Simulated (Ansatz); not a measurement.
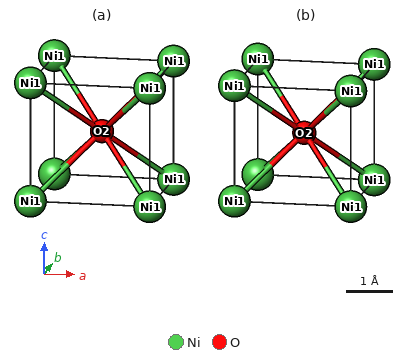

The structure of crystalline NiO (built on the caesium chloride_221 type) (coarse preliminary run) before (left) and after (right) a relaxation, at one scale.

The picture is a ball-and-stick view of the cell of the calculation, seen slightly off an axis.

Case: caesium chloride type (Pm-3m, No. 221).

Theory: Ansatz 0.2.0, DFT r2SCAN, scalar-relativistic, plane waves, PAW. Set-up: plane-wave cutoff 500 eV; k-point mesh 6 × 6 × 6; occupations gaussian; smearing width 0.1 eV; collinear spin; cell and atoms relaxed; force threshold 0.04 eV/Å; at most 70 steps.

**What changed between the two?**

The energy falls by 56.4 meV per cell of the calculation in 3 accepted moves (4 points after the start). All forces vanish by symmetry, so only the cell relaxes. Pressure: −13.08 GPa at the start and −0.08 GPa at the end. The SCF was repeated once at an unchanged geometry on a basis and grid sized afresh for the cell, which shifted the energy by 1.9 meV per cell of the calculation at most. No atom moves by more than 0.005 Å relative to the cell. The drawn cell changes as follows: a = b = c 2.650 → 2.587 Å (−2.4 %); the volume changes by −6.9 %. Near-neighbour distances that change, for instance: Ni1–O2 2.295 → 2.241 Å. The space group stays Pm-3m (No. 221). The run took 7.7 s on 1 thread of Intel(R) Xeon(R) 6975P-C (Granite Rapids), with other jobs on the host, peak memory 0.38 GiB.

Limits of the set-up: the k-point mesh is coarse for a cell with partly filled bands.
